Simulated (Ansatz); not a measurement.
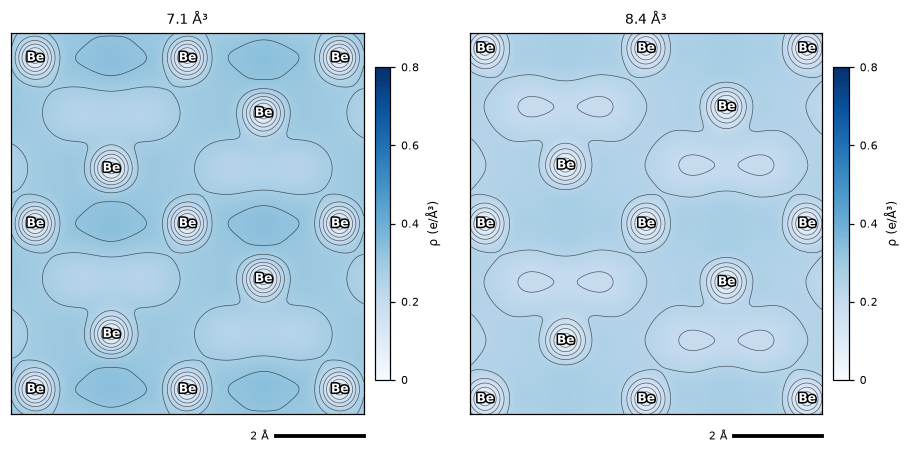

Be. The valence electron density of cells scaled evenly to different volumes (given per atom above each panel), on the (110) plane of each (indices in the axes of the cell below), at one length scale and on one colour scale.

A generated structure, not necessarily the stable one.

All numbers below come from DFT, RPBE, plane waves (420 eV) with PAW, scalar-relativistic (Ansatz).

The density is the valence pseudo-density of a PAW calculation; it isn't the true density close to the nuclei.

The largest cell:

```
CELL_PARAMETERS angstrom
2.30475 0.00000 0.00000
-1.15238 1.99597 0.00000
0.00000 0.00000 7.33093
ATOMIC_POSITIONS crystal
Be 0.00000 0.00000 0.00000
Be 0.00000 0.00000 0.50000
Be 0.33333 0.66667 0.25000
Be 0.66667 0.33333 0.75000
```

| volume (Å³/atom) | Be–Be contact in the plane (Å) | ρ at its midpoint (e/Å³) | 
| --- | --- | --- |
| 7.13 | 2.142 | 0.307 | 
| 8.11 | 2.235 | ? | 
| 8.43 | 2.265 | 0.259 | 

> Estimate the missing row, and compare with the calculation.

Over the known rows ln ρ falls by 1.38 per Å of Be–Be distance (the line through the two), which gives 0.270 e/Å³ at 2.235 Å; the calculation gives 0.269 e/Å³.
